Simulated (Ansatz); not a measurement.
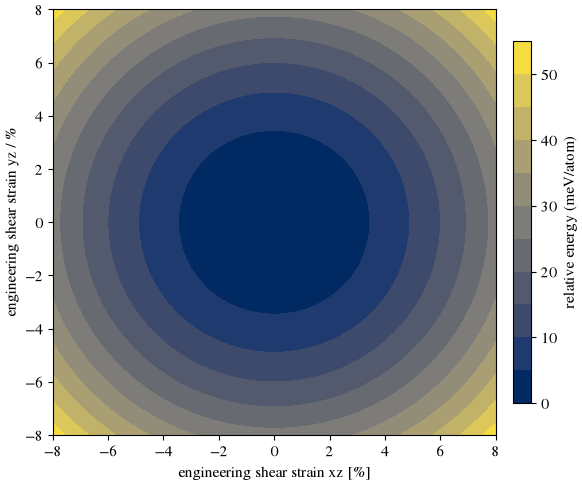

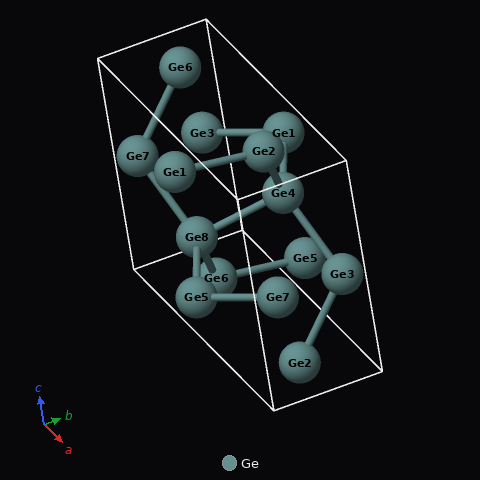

Energy landscape of Ge (Ia-3, No. 206; 8 atoms in the cell). 
- The energy is mapped over two homogeneous strains (x, y and z along the cube axes).
- First axis: engineering shear strain xz. Second axis: engineering shear strain yz.
- Nothing is relaxed (fractional coordinates fixed).
- Grid: 7 × 7 points; 13 points were computed and 36 follow by symmetry.
- Points are written as (first, second).
- Energies are in meV/atom, from the lowest grid point.
- All numbers below come from DFT PBE, scalar-relativistic, plane waves, PAW (Ansatz 0.2.0). Settings: cutoff 420 eV, k-mesh 8×8×8, gaussian smearing 0.15 eV, no spin polarisation.

Drawn: filled contours. Between grid points the surface is interpolated. The second picture is the structure at the lowest point

Question: Where are the wells?

Answer: The lowest grid point is at (0.0 %, 0.0 %). It is the only kind of minimum in the scanned range. The highest grid point, (−8.0 %, −8.0 %), lies 52.8 meV/atom above the lowest. Round the minimum the contours are nearly round: the two directions are equally stiff and uncoupled.

The whole map (13 points run) took 19 min on 4 threads of Arm Neoverse N1, on a shared host.

PAW datasets: the set soft_1.
